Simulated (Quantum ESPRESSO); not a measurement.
**Grüneisen parameters and expansion of CaO (Fm-3m)**

Wanted: mode Grüneisen parameters of CaO and a free-energy fit over volumes.

What experiment has found for this phase:
- heat capacity C_P per formula unit 42.2 J/mol/K and bulk modulus 113 GPa near room temperature (given in “High-Throughput Prediction of Finite-Temperature Properties using the Quasi-Harmonic Approximation”, 2016, arXiv:1603.06924)

Calculated with Quantum ESPRESSO 7.5; DFT LDA, scalar-relativistic, plane waves, GBRV ultrasoft pseudopotentials.

## Step 1: Set-up

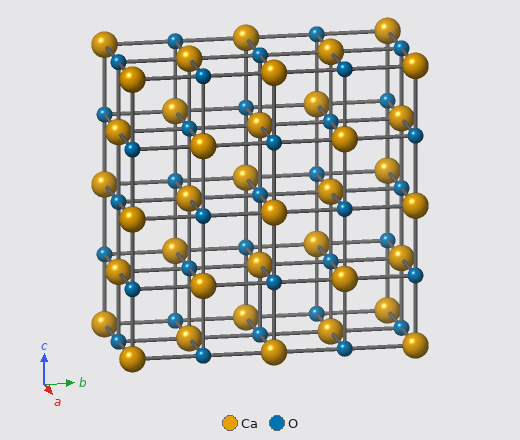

The starting structure, seen slightly off an axis (calcium orange, oxygen blue). 1×2×2 cells are drawn. This picture shows the conventional cell, with its axes. Some periodic images of atoms are drawn too.

As a file:

```cif
data_structure
_symmetry_space_group_name_H-M 'P 1'
_symmetry_Int_Tables_number 1
_cell_length_a 3.4033
_cell_length_b 3.4033
_cell_length_c 3.4033
_cell_angle_alpha 60.000
_cell_angle_beta 60.000
_cell_angle_gamma 60.000
_cell_volume 27.87
loop_
_atom_site_label
_atom_site_type_symbol
_atom_site_fract_x
_atom_site_fract_y
_atom_site_fract_z
_atom_site_occupancy
Ca1 Ca 0.00000 0.00000 0.00000 1
O2 O 0.50000 0.50000 0.50000 1
```

## Step 2: A first coarse run

Before spending time, one coarse run tells the gap and the pressure of the starting cell.

File probe.in:

```
&control
   calculation = 'scf'
   prefix = 'x'
   outdir = './tmp'
   pseudo_dir = './pseudo'
   tprnfor = .true.
   tstress = .true.
   verbosity = 'high'
/
&system
   ibrav = 0
   nat = 2
   ntyp = 2
   ecutwfc = 45.0
   ecutrho = 270.0
   occupations = 'smearing'
   smearing = 'gaussian'
   degauss = 0.01
/
&electrons
   conv_thr = 1.0d-07
   mixing_beta = 0.7
   electron_maxstep = 100
/
ATOMIC_SPECIES
 Ca     40.0780  Ca.upf
 O      15.9990  O.upf
CELL_PARAMETERS angstrom
     0.000000000    2.406500000    2.406500000
     2.406500000    0.000000000    2.406500000
     2.406500000    2.406500000    0.000000000
ATOMIC_POSITIONS crystal
 Ca     0.000000000   0.000000000   0.000000000
 O      0.500000000   0.500000000   0.500000000
K_POINTS automatic
 6 6 6 0 0 0
```

On the command line:

```sh
$ OMP_NUM_THREADS=1 mpirun -n 8 pw.x -nk 8 -in probe.in > probe.out
```

Output:

```text
Program PWSCF v.7.5

     This program is part of the open-source Quantum ESPRESSO suite
     for quantum simulation of materials; please cite
         "P. Giannozzi et al., J. Phys.:Condens. Matter 21 395502 (2009);
         "P. Giannozzi et al., J. Phys.:Condens. Matter 29 465901 (2017);
         "P. Giannozzi et al., J. Chem. Phys. 152 154105 (2020);
     in publications or presentations arising from this work. More details at

     Message from routine setup:
     using ibrav=0 with symmetry is DISCOURAGED, use correct ibrav instead

     G-vector sticks info
     --------------------
     sticks:   dense  smooth     PW     G-vecs:    dense   smooth      PW
     Sum         769     511    163                14163     7727    1411

     Using Slab Decomposition

     bravais-lattice index     =            0
     lattice parameter (alat)  =       6.4313  a.u.
     unit-cell volume          =     188.0980 (a.u.)^3
     number of atoms/cell      =            2
     number of atomic types    =            2
     number of electrons       =        16.00
     number of Kohn-Sham states=           12
     kinetic-energy cutoff     =      45.0000  Ry
     charge density cutoff     =     270.0000  Ry
     scf convergence threshold =      1.0E-07
     mixing beta               =       0.7000
     number of iterations used =            8  plain     mixing
     Exchange-correlation= SLA  PZ   NOGX NOGC
                           (   1   1   0   0   0   0   0)

     celldm(1)=   6.431314  celldm(2)=   0.000000  celldm(3)=   0.000000
     celldm(4)=   0.000000  celldm(5)=   0.000000  celldm(6)=   0.000000

     crystal axes: (cart. coord. in units of alat)
               a(1) = (   0.000000   0.707107   0.707107 )
               a(2) = (   0.707107   0.000000   0.707107 )
               a(3) = (   0.707107   0.707107   0.000000 )

     reciprocal axes: (cart. coord. in units 2 pi/alat)
               b(1) = ( -0.707107  0.707107  0.707107 )
               b(2) = (  0.707107 -0.707107  0.707107 )
               b(3) = (  0.707107  0.707107 -0.707107 )

     PseudoPot. # 1 for Ca read from file:
     ./pseudo/Ca.upf
     Pseudo is Ultrasoft + core correction, Zval = 10.0
     Using radial grid of  845 points,  6 beta functions with:
                l(1) =   0
                l(2) =   0
                l(3) =   1
                l(4) =   1
                l(5) =   2
                l(6) =   2
     Q(r) pseudized with  8 coefficients,  rinner =    1.500   1.500   1.500
                                                       1.500   1.500

     PseudoPot. # 2 for O  read from file:
     ./pseudo/O.upf
     Pseudo is Ultrasoft + core correction, Zval =  6.0
     Using radial grid of  737 points,  5 beta functions with:
                l(1) =   0
                l(2) =   0
                l(3) =   1
                l(4) =   1
                l(5) =   2
     Q(r) pseudized with  8 coefficients,  rinner =    0.900   0.900   0.900
                                                       0.900   0.900

     atomic species   valence    mass     pseudopotential
     Ca               10.00    40.07800     Ca( 1.00)
     O                 6.00    15.99900     O ( 1.00)

     48 Sym. Ops., with inversion, found

                                    s                        frac. trans.

      isym =  1     identity

 cryst.   s( 1) = (     1          0          0      )
                  (     0          1          0      )
                  (     0          0          1      )

 cart.    s( 1) = (  1.0000000 -0.0000000  0.0000000 )
                  ( -0.0000000  1.0000000  0.0000000 )
                  ( -0.0000000  0.0000000  1.0000000 )

      isym =  2     180 deg rotation - cart. axis [0,0,1]

 cryst.   s( 2) = (     0          1         -1      )
                  (     1          0         -1      )
                  (     0          0         -1      )

 cart.    s( 2) = ( -1.0000000  0.0000000  0.0000000 )
                  (  0.0000000 -1.0000000  0.0000000 )
                  (  0.0000000 -0.0000000  1.0000000 )

      isym =  3     180 deg rotation - cart. axis [0,1,0]

 cryst.   s( 3) = (     0         -1          1      )
                  (     0         -1          0      )
                  (     1         -1          0      )

 cart.    s( 3) = ( -1.0000000 -0.0000000 -0.0000000 )
                  (  0.0000000  1.0000000 -0.0000000 )
                  (  0.0000000  0.0000000 -1.0000000 )

      isym =  4     180 deg rotation - cart. axis [1,0,0]

 cryst.   s( 4) = (    -1          0          0      )
                  (    -1          0          1      )
                  (    -1          1          0      )

 cart.    s( 4) = (  1.0000000  0.0000000 -0.0000000 )
                  ( -0.0000000 -1.0000000 -0.0000000 )
                  ( -0.0000000 -0.0000000 -1.0000000 )

      isym =  5     180 deg rotation - cart. axis [1,1,0]

 cryst.   s( 5) = (    -1          0          1      )
[...]
cart.    s( 5) = ( -0.0000000  1.0000000 -0.0000000 )
[...]
isym =  6     180 deg rotation - cart. axis [1,-1,0]

 cryst.   s( 6) = (     0         -1          0      )
[...]
cart.    s( 6) = (  0.0000000 -1.0000000 -0.0000000 )
[...]
isym =  7      90 deg rotation - cart. axis [0,0,-1]

 cryst.   s( 7) = (     0          1          0      )
[...]
cart.    s( 7) = (  0.0000000  1.0000000  0.0000000 )
[...]
isym =  8      90 deg rotation - cart. axis [0,0,1]

 cryst.   s( 8) = (     1          0         -1      )
[...]
cart.    s( 8) = ( -0.0000000 -1.0000000  0.0000000 )
[...]
isym =  9     180 deg rotation - cart. axis [1,0,1]

 cryst.   s( 9) = (    -1          1          0      )
[...]
cart.    s( 9) = (  0.0000000  0.0000000  1.0000000 )
[...]
isym = 10     180 deg rotation - cart. axis [-1,0,1]

 cryst.   s(10) = (     0          0         -1      )
[...]
cart.    s(10) = ( -0.0000000  0.0000000 -1.0000000 )
[...]
isym = 11      90 deg rotation - cart. axis [0,1,0]

 cryst.   s(11) = (     0          0          1      )
[...]
cart.    s(11) = ( -0.0000000 -0.0000000  1.0000000 )
[...]
isym = 12      90 deg rotation - cart. axis [0,-1,0]

 cryst.   s(12) = (     1         -1          0      )
[...]
cart.    s(12) = (  0.0000000 -0.0000000 -1.0000000 )
[...]
14.2815  15.6121  15.6283  15.6283

     occupation numbers
     1.0000   1.0000   1.0000   1.0000   1.0000   1.0000   1.0000   1.0000
     0.0000   0.0000   0.0000   0.0000

          k = 0.2357 0.0000-0.0000 (   950 PWs)   bands (ev):

   -29.7834 -11.1525 -10.8766 -10.8766  -7.4425   6.0976   7.1368   7.1368
    12.5777  13.0088  14.4228  14.4228

     occupation numbers
     1.0000   1.0000   1.0000   1.0000   1.0000   1.0000   1.0000   1.0000
     0.0000   0.0000   0.0000   0.0000

          k = 0.3536 0.1179-0.1179 (   953 PWs)   bands (ev):

   -29.7389 -11.5157 -10.9203 -10.9165  -7.1103   5.4737   6.5965   6.7709
    12.4949  14.3596  15.2780  15.3945

     occupation numbers
     1.0000   1.0000   1.0000   1.0000   1.0000   1.0000   1.0000   1.0000
     0.0000   0.0000   0.0000   0.0000

          k =-0.2357-0.4714 0.4714 (   958 PWs)   bands (ev):

   -29.7027 -11.7893 -10.9854 -10.9189  -6.8335   5.0757   6.1453   6.3138
    13.4917  14.8076  15.8820  16.3017

     occupation numbers
     1.0000   1.0000   1.0000   1.0000   1.0000   1.0000   1.0000   1.0000
     0.0000   0.0000   0.0000   0.0000

          k =-0.1179-0.3536 0.3536 (   961 PWs)   bands (ev):

   -29.7116 -11.7441 -11.0193 -10.8739  -6.8332   5.0799   6.1883   6.3627
    13.8417  14.6042  15.2303  15.8991

     occupation numbers
     1.0000   1.0000   1.0000   1.0000   1.0000   1.0000   1.0000   1.0000
     0.0000   0.0000   0.0000   0.0000

          k = 0.0000-0.2357 0.2357 (   949 PWs)   bands (ev):

[...]
occupation numbers
[...]
k = 0.4714 0.0000-0.0000 (   962 PWs)   bands (ev):

[...]
occupation numbers
[...]
k =-0.1179-0.5893 0.5893 (   966 PWs)   bands (ev):

[...]
occupation numbers
[...]
k =-0.0000-0.4714 0.4714 (   961 PWs)   bands (ev):

[...]
occupation numbers
[...]
k =-0.7071 0.0000 0.0000 (   982 PWs)   bands (ev):

   -29.6784 -11.4452 -11.0544 -11.0544  -7.5862   6.0097   6.9483   6.9483
    10.8158  15.3337  16.2001  16.8533

     occupation numbers
     1.0000   1.0000   1.0000   1.0000   1.0000   1.0000   1.0000   1.0000
     0.0000   0.0000   0.0000   0.0000

          k =-0.2357-0.4714 0.7071 (   958 PWs)   bands (ev):

   -29.7035 -11.5734 -11.0851 -10.9557  -7.0669   5.4591   6.3461   6.5668
    12.6030  14.7670  15.7410  15.9694

     occupation numbers
     1.0000   1.0000   1.0000   1.0000   1.0000   1.0000   1.0000   1.0000
     0.0000   0.0000   0.0000   0.0000

          k =-0.1179-0.3536 0.5893 (   952 PWs)   bands (ev):

   -29.6857 -11.5708 -11.1602 -11.0174  -7.0438   5.5733   6.2190   6.3090
    13.7439  13.7563  15.9696  16.3929

     occupation numbers
     1.0000   1.0000   1.0000   1.0000   1.0000   1.0000   1.0000   1.0000
     0.0000   0.0000   0.0000   0.0000

          k =-0.7071 0.2357 0.0000 (   956 PWs)   bands (ev):

   -29.6776 -11.3494 -11.2049 -11.1540  -7.2885   6.0983   6.2393   6.5028
    12.2211  14.8974  15.6405  17.0097

     occupation numbers
     1.0000   1.0000   1.0000   1.0000   1.0000   1.0000   1.0000   1.0000
     0.0000   0.0000   0.0000   0.0000

     the Fermi energy is     9.0797 ev

!    total energy              =    -107.50947748 Ry
     estimated scf accuracy    <       0.00000003 Ry
     smearing contrib. (-TS)   =      -0.00000000 Ry
     internal energy E=F+TS    =    -107.50947748 Ry

     The total energy is F=E-TS. E is the sum of the following terms:
     one-electron contribution =     -26.27091450 Ry
     hartree contribution      =      20.78121011 Ry
     xc contribution           =     -19.08538032 Ry
     ewald contribution        =     -82.93439277 Ry

     convergence has been achieved in   7 iterations

     Forces acting on atoms (cartesian axes, Ry/au):

     atom    1 type  1   force =     0.00000000    0.00000000   -0.00000000
     atom    2 type  2   force =     0.00000000    0.00000000   -0.00000000
     The non-local contrib.  to forces
     atom    1 type  1   force =    -0.00000000    0.00000000    0.00000000
     atom    2 type  2   force =     0.00000000    0.00000000   -0.00000000
     The ionic contribution  to forces
     atom    1 type  1   force =     0.00000000    0.00000000    0.00000000
     atom    2 type  2   force =     0.00000000   -0.00000000    0.00000000
     The local contribution  to forces
     atom    1 type  1   force =    -0.00000000    0.00000000   -0.00000000
     atom    2 type  2   force =    -0.00000000   -0.00000000   -0.00000000
     The core correction contribution to forces
     atom    1 type  1   force =    -0.00000000   -0.00000000    0.00000000
     atom    2 type  2   force =    -0.00000000   -0.00000000   -0.00000000
     The Hubbard contrib.    to forces
     atom    1 type  1   force =     0.00000000    0.00000000    0.00000000
     atom    2 type  2   force =     0.00000000    0.00000000    0.00000000
     The SCF correction term to forces
     atom    1 type  1   force =    -0.00000000    0.00000000    0.00000000
     atom    2 type  2   force =     0.00000000   -0.00000000   -0.00000000

     Total force =     0.000000     Total SCF correction =     0.000000

     Computing stress (Cartesian axis) and pressure

          total   stress  (Ry/bohr**3)                   (kbar)     P=      -72.92
  -0.00049568   0.00000000   0.00000000          -72.92        0.00        0.00
   0.00000000  -0.00049568  -0.00000000            0.00      -72.92       -0.00
   0.00000000  -0.00000000  -0.00049568            0.00       -0.00      -72.92

     kinetic stress (kbar)  18403.15     -0.00     -0.00
                               -0.00  18403.15     -0.00
                               -0.00     -0.00  18403.15

     local   stress (kbar)  -1932.33     -0.00      0.00
                               -0.00  -1932.33      0.00
                                0.00      0.00  -1932.33

     nonloc. stress (kbar)   4205.70      0.00      0.00
                                0.00   4205.70      0.00
                                0.00      0.00   4205.70

     hartree stress (kbar)   5417.43      0.00      0.00
                                0.00   5417.43      0.00
                                0.00      0.00   5417.43

     exc-cor stress (kbar)  -2993.32      0.00      0.00
                                0.00  -2993.32      0.00
                                0.00      0.00  -2993.32

     corecor stress (kbar)  -1553.49     -0.00     -0.00
                               -0.00  -1553.49     -0.00
                               -0.00     -0.00  -1553.49

     ewald   stress (kbar) -21620.06      0.00      0.00
                                0.00 -21620.06      0.00
                                0.00      0.00 -21620.06

     hubbard stress (kbar)      0.00      0.00      0.00
                                0.00      0.00      0.00
                                0.00      0.00      0.00

     DFT-D   stress (kbar)      0.00      0.00      0.00
[...]
XDM     stress (kbar)      0.00      0.00      0.00
[...]
dft-nl  stress (kbar)      0.00      0.00      0.00
                                0.00      0.00      0.00
                                0.00      0.00      0.00

     TS-vdW  stress (kbar)      0.00      0.00      0.00
                                0.00      0.00      0.00
                                0.00      0.00      0.00

     MDB     stress (kbar)      0.00      0.00      0.00
                                0.00      0.00      0.00
                                0.00      0.00      0.00

     3D-RISM stress (kbar)      0.00      0.00      0.00
                                0.00      0.00      0.00
                                0.00      0.00      0.00

     Writing all to output data dir ./tmp/x.save/ :
     XML data file, charge density, pseudopotentials, collected wavefunctions

   JOB DONE.
```

It took 1.3 s on 8 MPI ranks of Arm Neoverse V2, shared host.

A gap read on the k-mesh alone can miss the band edges.

This step gave:

```
volume per atom   : 13.94 Å³
pressure          : -7.292 GPa
gap on the k-mesh : 3.490 eV
```

The start is under -7.3 GPa at this level and looks like an insulator or semiconductor on this mesh.

[end of part 1 of 8]

[Logs are printed without paths, hosts, clocks, repeated set-up lines and the standing remarks that a program may print on its own settings, such as how far it seeks lower states.]

[Hosts, paths, dates, database ids (printed as entryN), source tags and the programs' standing remarks are cut or masked in the printed files.]

[A step with changed settings may run another functional than the one named; its input shows which.]

[Of the runs on displaced cells, only some may be shown.]
